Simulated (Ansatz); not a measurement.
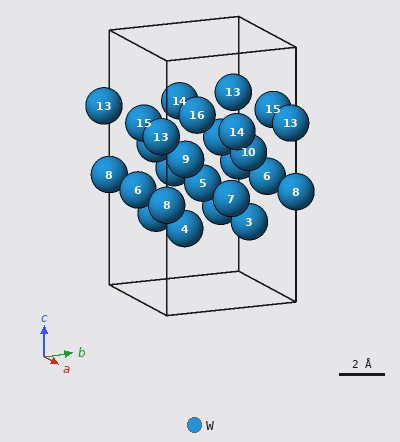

Fig. 1: The structure as given in the input (spheres-only view of the cell of the calculation, with the vacuum cut short, seen slightly off an axis; atoms are numbered from 1 in the order of the input). An atom can appear more than once, as a periodic image.

Single-point calculation of W (part 1 of 2)

W (slab, 16 atoms in the cell), computed with DFT PBE+D3(BJ), scalar-relativistic, plane waves, PAW, no spin polarisation (Ansatz 0.2.0).

The structure derives from an entry of the Crystallography Open Database. It belongs to a series of runs on one base structure; here: the slab at its places in the relaxed adsorbed structure. Figures and captions count atoms from 1; the log counts them from 0 in places.

Log
```
Engine: ansatz 0.2.0, x86_64-unknown-linux-gnu
Pseudopotentials: kind: paw
Pseudopotential: W, paw, valence charge 14, recommended cutoff 420 eV (normal), W.paw.azcp
Functional definition: PBE
  parameter kappa = 0.804
  parameter beta = 0.06672455060314922
  exchange = pbe_x(kappa = kappa, mu = beta*pi^2/3)
  correlation = pbe_c(beta = beta)
Crystal: 16 atoms, lattice volume = 975.142 Å³
Basis set: ecut = 420 eV, 19069 PW (Γ), exchange–correlation on 90×90×360 points (8 copies of the dense FFT grid, shifted against one another)
Bands: 135, of which v1, the nominal top of the filled ones, is band 112 counted from 1 (111 counted from 0)
Symmetry: 1 space group operations
Space group: P1 (ITA 1), of the structure as read, at distance tolerance 9.9e-5 Å
k-points: 5 of 9 (time reversal used)
Non-local potential: W, projectors of the file, l = 0: 3, l = 1: 2, l = 2: 2, l = 3: 1
PAW form: soft (Blöchl's): semilocal exchange-correlation on the pseudo side does not see the compensation charge
PAW one-centre angular grid: W, 590 points (default); XC on 64 Gauss nodes
Initial density: superposition of atomic densities (neutral atoms: chi_scale 0, normalization atom), corrected by the library's trained network
Initial wavefunctions: pseudopotential atomic-orbital guess
Functional: x = pbe(κ = 0.804, μ = 0.2195149727645171), c = pbe(β = 0.06672455060314922)
SCF iter   1: F=—  HF=-166143.474013 eV  |F-HF|=—  |Δ(HF+E_count)|=         —  Δρ=5.22e-3  dr2=1.08e0  ethr=1.77e-3  p=-0.012 e·Å  D=-2.21e-3 V/Å  ΔV_dip=0.05 eV  dr2_dipole=1.16e-2  V_vac-E_F(+/−)=4.47/4.42 eV  ⟨swp⟩=9.8  Hψ=3479  notcnv=0
efield: sawtooth ramp at fractional position 0.9041 (placed from the atoms, in the widest stretch of the axis that holds none; the zero of the levels goes with the place), width 0.0400; the density the first Hamiltonian is built on has a dipole p = -0.012 e·Å; the dipole correction subtracts the counter field D = -2.21e-3 V/Å, which shifts the + side's vacuum level by +0.05 eV against the − side's; the planar-averaged density in the ramp window peaks in size at 2.2e-6 e/Å³
preconditioner: auto → LDOS  [metal: Δε(μ)=0.078 eV  Ē_g=4.147 eV  σ=0.100 eV  W_gap=0.42  n_scr=156 (ndim 8)  ℏωp=11.7 eV  f_vac=0.639  D(μ)=17.02/eV (n_scr^D=92)  β→1.0]
SCF iter   2: F=—  HF=-166143.413791 eV  |F-HF|=—  |Δ(HF+E_count)|=   6.02e-2  Δρ=2.56e-3  dr2=2.68e-1  ethr=4.84e-4  p=-0.030 e·Å  D=-5.55e-3 V/Å  ΔV_dip=0.14 eV  dr2_dipole=3.34e-4  V_vac-E_F(+/−)=4.39/4.25 eV  ⟨swp⟩=2.8  Hψ=1073  notcnv=0  defer=64
SCF iter   3: F=—  HF=-166143.392412 eV  |F-HF|=—  |Δ(HF+E_count)|=   2.14e-2  Δρ=1.07e-3  dr2=4.98e-2  ethr=1.20e-4  p=-0.027 e·Å  D=-5.05e-3 V/Å  ΔV_dip=0.12 eV  dr2_dipole=3.00e-3  V_vac-E_F(+/−)=4.39/4.26 eV  ⟨swp⟩=2.0  Hψ=893  notcnv=0  defer=64
SCF iter   4: F=—  HF=-166143.388727 eV  |F-HF|=—  |Δ(HF+E_count)|=   3.68e-3  Δρ=3.51e-4  dr2=2.62e-3  ethr=2.22e-5  p=-0.029 e·Å  D=-5.30e-3 V/Å  ΔV_dip=0.13 eV  dr2_dipole=1.75e-5  V_vac-E_F(+/−)=4.37/4.24 eV  ⟨swp⟩=2.0  Hψ=850  notcnv=0  defer=64
SCF iter   5: F=—  HF=-166143.388523 eV  |F-HF|=—  |Δ(HF+E_count)|=   2.04e-4  Δρ=1.60e-4  dr2=7.50e-4  ethr=1.17e-6  p=-0.030 e·Å  D=-5.64e-3 V/Å  ΔV_dip=0.14 eV  dr2_dipole=7.47e-5  V_vac-E_F(+/−)=4.36/4.22 eV  ⟨swp⟩=3.2  Hψ=1219  notcnv=0  defer=64
SCF iter   6: F=—  HF=-166143.388558 eV  |F-HF|=—  |Δ(HF+E_count)|=   3.51e-5  Δρ=6.65e-5  dr2=1.64e-4  ethr=3.35e-7  p=-0.031 e·Å  D=-5.72e-3 V/Å  ΔV_dip=0.14 eV  dr2_dipole=1.92e-5  V_vac-E_F(+/−)=4.35/4.21 eV  ⟨swp⟩=2.0  Hψ=787  notcnv=0  defer=64
SCF iter   7: F=—  HF=-166143.388573 eV  |F-HF|=—  |Δ(HF+E_count)|=   1.46e-5  Δρ=2.44e-5  dr2=2.41e-5  ethr=7.32e-8  p=-0.031 e·Å  D=-5.74e-3 V/Å  ΔV_dip=0.14 eV  dr2_dipole=2.63e-6  V_vac-E_F(+/−)=4.35/4.21 eV  ⟨swp⟩=2.0  Hψ=852  notcnv=0  defer=64
SCF iter   8: F=—  HF=-166143.388788 eV  |F-HF|=—  |Δ(HF+E_count)|=   2.15e-4  Δρ=7.55e-6  dr2=2.06e-6  ethr=1.08e-8  p=-0.031 e·Å  D=-5.74e-3 V/Å  ΔV_dip=0.14 eV  dr2_dipole=1.30e-7  V_vac-E_F(+/−)=4.34/4.20 eV  ⟨swp⟩=2.0  Hψ=867  notcnv=0  defer=57
SCF iter   9: F=—  HF=-166143.388789 eV  |F-HF|=—  |Δ(HF+E_count)|=   3.98e-7  Δρ=2.90e-6  dr2=1.40e-7  ethr=9.20e-10  p=-0.031 e·Å  D=-5.73e-3 V/Å  ΔV_dip=0.14 eV  dr2_dipole=4.32e-11  V_vac-E_F(+/−)=4.34/4.20 eV  ⟨swp⟩=2.0  Hψ=931  notcnv=0  defer=57
SCF iter  10: F=-166143.388789 eV  HF=-166143.388789 eV  |F-HF|=2.79e-9  |Δ(HF+E_count)|=   1.91e-7  Δρ=1.37e-6  dr2=5.05e-8  ethr=4.46e-11  p=-0.031 e·Å  D=-5.71e-3 V/Å  ΔV_dip=0.14 eV  dr2_dipole=4.02e-10  V_vac-E_F(+/−)=4.34/4.20 eV  ⟨swp⟩=38.0  Hψ=3750  notcnv=0
SCF 1 converged in 10 iterations: F = -166143.388789 eV  dr2 = 5.05e-8
  greatest PAW one-centre occupation: 1.000 electrons in one spin orbital (limit 2), on the W atom at site 1 (counted from 0), in its partial waves of l = 0
```

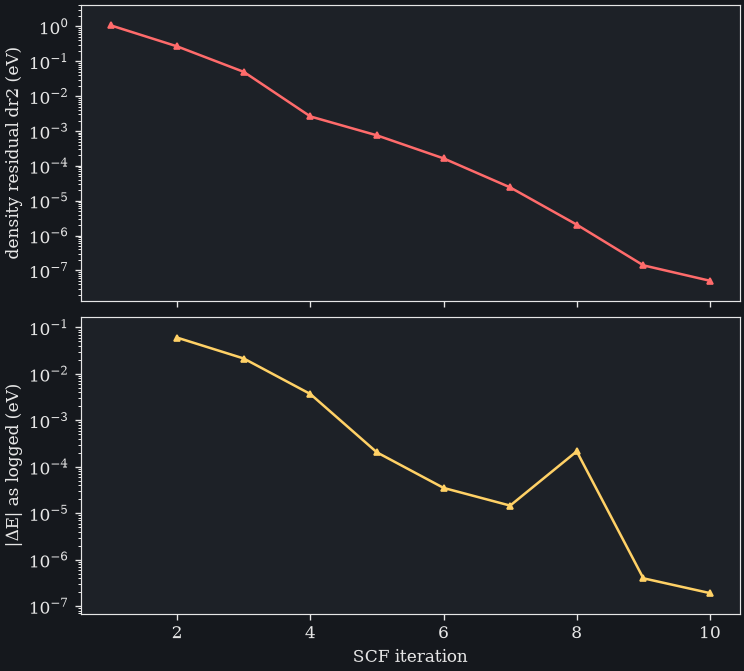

Fig. 2: Convergence of the self-consistent field: density residual dr2 and size of the energy change against the SCF iteration. The residual falls at every step.

```
SCF converged after 10 iterations
Free energy (F): -166143.388789 eV
Harris-Foulkes:  -166143.388789 eV  (|F-HF|=2.79e-9)
Internal energy: -166143.318658 eV  (E = F + TS)
E sigma→0 (E₀):  -166143.353724 eV
Entropy (-TS):   -0.070130 eV (-4.383 meV/atom)
Fermi energy:    2.781788 eV
Dipole field:    D = -0.005724 V/Å  (p = -0.030848 e·Å, saw-weighted, corrected)
Work function:   Φ+ = 4.3435 eV   Φ− = 4.2036 eV
Levels:          The Fermi level and band energies are counted from a zero that moves with the ramp; work functions are not
--- Per-component energies (eV) ---
  E_band       = -5652.540278
  E_kinetic    = 7157.684327
  E_local      = -267189.265605  (includes V_loc(G=0)·N_el)
  E_nonlocal   = 30.186165
  E_hartree    = 130066.270500
  E_xc         = -4242.037319
  E_vxc        = -3782.339383  (∫ρ·V_xc dr)
  E_paw        = -137002.130759  (= ΣΔE_a)
  E_vpaw       = -2001.347226  (= ΣTr[D̂ρ^β])
  E_aug_tail   = -0.000971  (compensation charges beyond the density's cutoff)
  E_efield     = 0.000088  (sawtooth field / dipole correction)
  E_vefield    = 0.008123  (∫n·V_field dr)
  E_ewald      = 105042.668147
  E_disp       = -6.693232  (pairwise vdW)
  E_smearing   = -0.070130  (= −TS)
  E_closure    = 0.000000  (closes the sum)
  Σ components = -166143.388789   (vs F -166143.388789, Δ=0.00e0)
--- Forces (eV/Å), atoms counted from 1 ---
  atom   1  W      0.09153863     0.08774923     1.75992037
  atom   2  W     -0.07647872    -0.07888666     1.74352008
  atom   3  W     -0.08988019    -0.09125084     1.75172848
  atom   4  W      0.08469660     0.09406283     1.74918199
  atom   5  W     -0.15558577    -0.14089309    -1.78371074
  atom   6  W      0.19314095     0.17034200    -1.76705015
  atom   7  W      0.17918655     0.19662275    -1.75785137
  atom   8  W     -0.17076345    -0.17470723    -1.74007911
  atom   9  W      0.01423283     0.01429834    -0.01544950
  atom  10  W      0.08261526     0.09321080     0.12595331
  atom  11  W     -0.04556003    -0.03824350    -0.02047647
  atom  12  W      0.01868188    -0.00207054    -0.04851374
  atom  13  W     -0.14787034    -0.13489873    -0.35337678
  atom  14  W     -0.06604322     0.04355257     0.14051879
  atom  15  W      0.01870883    -0.07081046     0.20475620
  atom  16  W      0.06937855     0.03192142     0.01129775
  max |Σ_I F_I| component: 3.69e-4 eV/Å
--- Band table (eV; the first three rows and the last of 5) ---
  k-point 0: bands = ["-71.1059", "-71.0507", "-71.0215", "-71.0165", "-71.0163", "-71.0116", "-71.0076", "-70.9892", "-70.9759", "-70.9751", "-70.9658", "-70.9621", "-70.9452", "-70.9263", "-70.9234", "-70.8851", "-36.0297", "-36.0213", "-36.0067", "-35.9135", "-35.8454", "-35.8450", "-35.6702", "-35.6461", "-35.6045", "-35.6033", "-35.5803", "-35.5661", "-35.5036", "-35.4839", "-35.4799", "-35.4436", "-35.3966", "-35.3430", "-35.3016", "-35.2755", "-35.2290", "-35.2238", "-35.2216", "-35.2085", "-35.1417", "-35.1408", "-35.1352", "-35.1328", "-35.1249", "-35.1185", "-35.0773", "-35.0661", "-35.0640", "-35.0635", "-35.0445", "-34.9295", "-34.9271", "-34.9123", "-34.9032", "-34.8955", "-34.8372", "-34.8325", "-34.8299", "-34.7350", "-34.7281", "-34.6993", "-34.6961", "-34.6688", "-5.6313", "-3.2312", "-2.8262", "-2.8242", "-2.6944", "-2.6912", "-2.3368", "-2.2984", "-2.2615", "-2.0022", "-1.3361", "-1.3223", "-1.2744", "-1.2701", "-1.2683", "-0.6311", "-0.5009", "-0.4882", "-0.1487", "-0.0325", "0.0323", "0.0464", "0.1447", "0.1794", "0.1897", "0.2022", "0.4678", "0.4767", "0.5155", "0.5218", "1.3473", "1.4566", "1.8053", "1.8344", "1.8551", "1.8756", "1.9205", "2.1840", "2.1948", "2.2608", "2.2646", "2.2916", "2.3454", "2.4016", "2.4584", "2.4686", "2.5200", "2.6533", "3.0362", "3.0390", "3.3519", "3.3626", "3.4304", "3.9213", "3.9659", "4.0845", "4.3155", "4.3241", "4.3746", "4.4021", "4.5881", "4.7052", "4.7527", "4.9547", "5.0613", "5.0691", "5.1689", "5.2630", "5.2782", "5.3798", "5.4211"]
  k-point 1: bands = ["-71.0908", "-71.0527", "-71.0436", "-71.0285", "-71.0144", "-71.0098", "-71.0041", "-70.9937", "-70.9732", "-70.9684", "-70.9657", "-70.9554", "-70.9423", "-70.9278", "-70.9140", "-70.8938", "-35.9999", "-35.9837", "-35.9543", "-35.8533", "-35.8082", "-35.7950", "-35.7651", "-35.6674", "-35.6509", "-35.6276", "-35.5700", "-35.5661", "-35.5170", "-35.4956", "-35.4717", "-35.4670", "-35.4118", "-35.3744", "-35.3353", "-35.3165", "-35.2869", "-35.2618", "-35.2336", "-35.2067", "-35.1828", "-35.1734", "-35.1697", "-35.1193", "-35.1065", "-35.0962", "-35.0319", "-35.0078", "-34.9989", "-34.9915", "-34.9666", "-34.9558", "-34.9355", "-34.9191", "-34.9135", "-34.8640", "-34.8424", "-34.8366", "-34.8260", "-34.7792", "-34.7380", "-34.7095", "-34.6904", "-34.6836", "-5.0386", "-3.6430", "-2.9062", "-2.6086", "-2.2317", "-2.1578", "-2.0775", "-2.0169", "-1.9590", "-1.6756", "-1.5664", "-1.3815", "-1.3288", "-1.1826", "-1.1526", "-0.7497", "-0.6717", "-0.4771", "-0.3719", "-0.1311", "-0.0931", "0.0154", "0.0654", "0.1133", "0.1554", "0.4269", "0.4434", "0.5154", "0.5210", "1.0648", "1.1032", "1.2525", "1.3537", "1.3879", "1.4688", "1.5649", "1.6913", "1.9665", "1.9703", "2.0047", "2.1258", "2.1442", "2.1835", "2.3742", "2.4831", "2.5313", "2.6077", "2.7395", "2.8957", "3.0888", "3.1109", "3.1750", "3.2244", "3.6319", "3.7846", "3.8394", "4.0476", "4.1331", "4.1595", "4.2427", "4.3825", "4.4992", "4.5198", "4.5657", "4.5878", "4.7085", "4.7265", "4.8351", "5.0794", "5.1507", "5.1722"]
```
